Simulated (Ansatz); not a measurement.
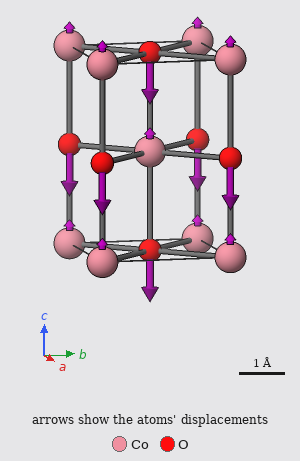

The lowest optical mode of solid CoO, space group I4/mmm (No. 139), at the zone centre. The purple arrows are the displacements of the atoms (eigenvector over the root of the mass), of arbitrary overall length and sign. A ball-and-stick model of the conventional cell (2 times the calculation's cell), seen slightly off an axis. Lengths and directions refer to the drawn axes.

Theory: DFT PBE+U, scalar-relativistic, plane waves, PAW in Ansatz 0.2.0.

Input
```yaml
crystal:
  lattice:
    - [-1.4988479147, 1.4988479147, 2.2653713856]
    - [1.4988479147, -1.4988479147, 2.2653713856]
    - [1.4988479147, 1.4988479147, -2.2653713856]
  atoms:
    - { symbol: Co, position: [0.0, 0.0, 0.0], spin: 2.84 }
    - { symbol: O, position: [0.5, 0.5, 0.0], spin: 0.26 }
basis:
  ecutwfc: 420
kpoints:
  mp_grid: { grid: [16, 16, 16] }
hamiltonian:
  xc: pbe
  hubbard: { sites: [{ species: Co, l: d, u_eff: 3.32 }] }
scf:
  occupations: { method: gaussian, width: 0.01 }
output:
  eigenvalues: true
  populations: true
magnetization:
  spin_polarized: true
phonons:
  method: dfpt
  eigenvectors: true
```

Run as
```bash
ansatz run input.yaml --threads 1 --pin off --max-ram 3072MiB --backend cpu --events-out ev --progress --plain --runs-dir out
```

Frequencies are those without the non-analytic (LO–TO) term.

Is the structure stable against all modes at this point?

Answer. Yes: this softest mode has a real frequency, and so have all others here. That speaks for this wave vector alone: the rest of the zone wasn't checked in this run. This is the A₂u mode at 137 cm⁻¹, the lowest optical level, infrared-active by symmetry. The O sublattice moves against the Co sublattice, along c; it stretches the Co–O bonds (2.27 Å); the kinetic energy is shared as O 79 %, Co 21 %.
